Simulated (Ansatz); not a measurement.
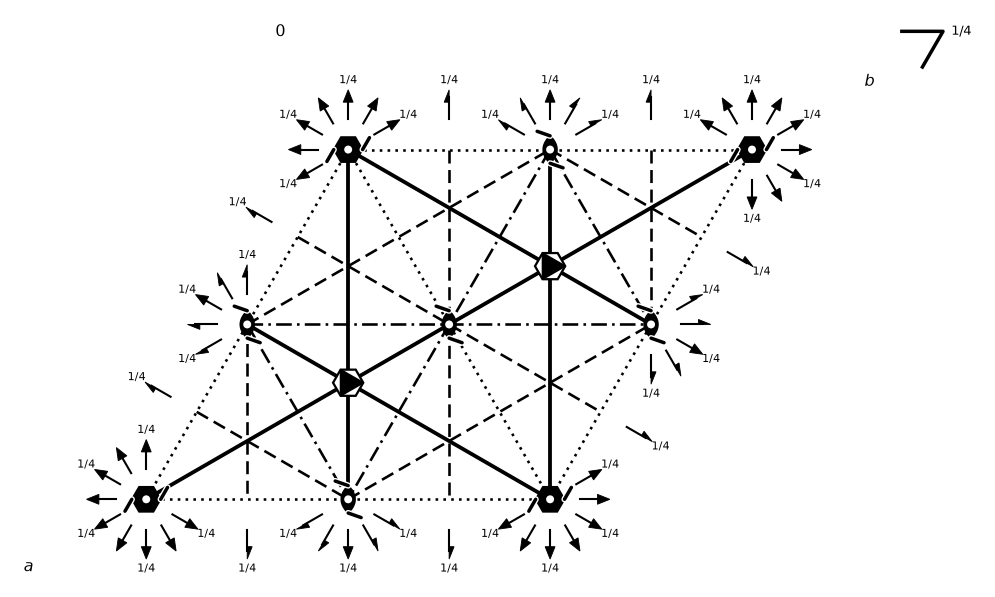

Symmetry elements of a space group, projected down c, computed from the operations of a computed or model structure of composition Ir, which need not be its known form.

Symbols follow the International Tables: origin at the upper left, the third axis towards the viewer; heavy, dashed, dotted, dash-dotted and dash-dot-dot lines are mirror, in-plane glide, out-of-plane glide, diagonal (n; with arrows d) and double (e) glide planes seen edge on; arrows at the rim are 2 (full head) and 2₁ (half head) axes in the plane; the corner sign is a plane parallel to the page; fractions are heights. Handed screw axes carry their printed symbol instead of tails.

Which space group is it?

P6_3/mmc, No. 194; primitive hexagonal, point group 6/mmm, 24 general positions a cell.

List the elements shown.

−6 axes along c at (1/3, 2/3), (2/3, 1/3); 6₃ axes along c at (0, 0); 2₁ axes along c at (0, 1/2), (1/2, 0), (1/2, 1/2); inversion centres at (0, 0), (0, 1/2), (1/2, 0), (1/2, 1/2); mirror planes holding c and [1 2 0] or [2 1 0] or [−1 1 0]; in-plane glide planes holding c and [1 2 0] or [2 1 0] or [−1 1 0]; c glide planes normal to a*, at x = 0; n glide planes normal to a*, at x = 1/2; c glide planes normal to b*, at y = 0; n glide planes normal to b*, at y = 1/2; c glide planes holding c and [1 1 0]; diagonal glide planes holding c and [1 1 0]; a mirror plane normal to c at height 1/4; 2 axes along [1 1 0] at height 0; 2 axes along [1 2 0] at height 1/4; 2 axes along [2 1 0] at height 1/4; 2 axes along [−1 1 0] at height 1/4; 2 axes along a at height 0; 2 axes along b at height 0; 2₁ axes along [1 1 0] at height 0; 2₁ axes along [1 2 0] at height 1/4; 2₁ axes along [2 1 0] at height 1/4; 2₁ axes along [−1 1 0] at height 1/4; 2₁ axes along a at height 0; 2₁ axes along b at height 0. Heights repeat every half period; positions are (a, b) fractions, modulo 1.
